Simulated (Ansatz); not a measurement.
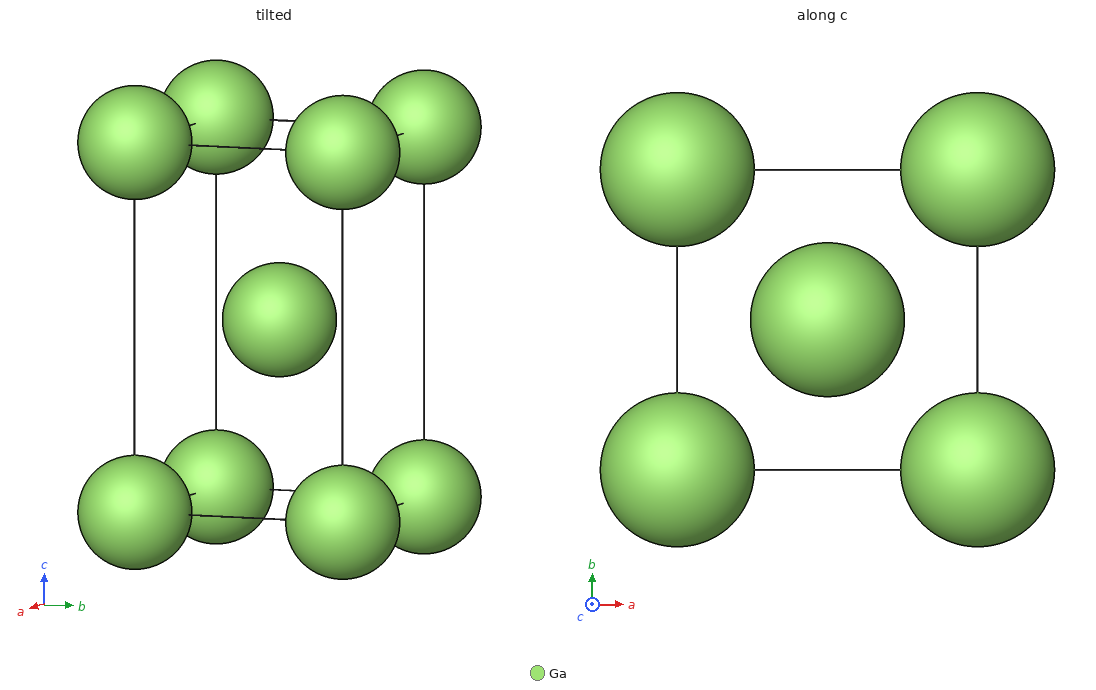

Ga, space group I4/mmm (No. 139), a = 2.769 Å, b = 2.769 Å, c = 4.622 Å, α = 90.00°, β = 90.00°, γ = 90.00°. Structure drawing (spheres-only), viewed slightly off an axis and along the c axis. The frame is the conventional unit cell; atoms at its boundary are shown with their periodic copies. This one geometry was run with four functionals. The cell is a structure listed in the Materials Project. This isn't the form of Ga at room conditions, which is orthorhombic.

Alike in all runs: Ansatz 0.2.0; potentials Ansatz PAW; cutoff 420 eV; k mesh 8 × 8 × 8 on the run's cell of 1 atom; occupations fermi-dirac, width 0.05 eV; no spin polarisation; no spin-orbit coupling. All runs are metallic.

| level | pressure (GPa) |
| --- | --- |
| PBE0 | 2.4 |
| PBEsol | -0.1 |
| HSE06 | ? |
| LDA | -2.2 |

> Fill in the row of HSE06.

Pressure 2.4 GPa. That is level with PBE0 in pressure.

> Order the levels by the equilibrium volume that these pressures point to, smallest first.

LDA (-2.2 GPa), PBEsol (-0.1 GPa), PBE0 and HSE06 (2.4 GPa). A higher pressure at one volume points to a larger equilibrium volume, as long as the bulk moduli are alike; rows a few tenths of a GPa apart can't be told apart.

Notes on single rows: PBE0 and HSE06: the k mesh is coarse (spacing up to 0.40 Å⁻¹), so the values aren't converged, least of all with exact exchange; PBE0, PBEsol, HSE06 and LDA: the k mesh is coarse (spacing up to 0.40 Å⁻¹), so the values aren't converged.

Caveat: rows whose functional differs from that of their potentials carry a shift in pressure and volume, which can reorder them.
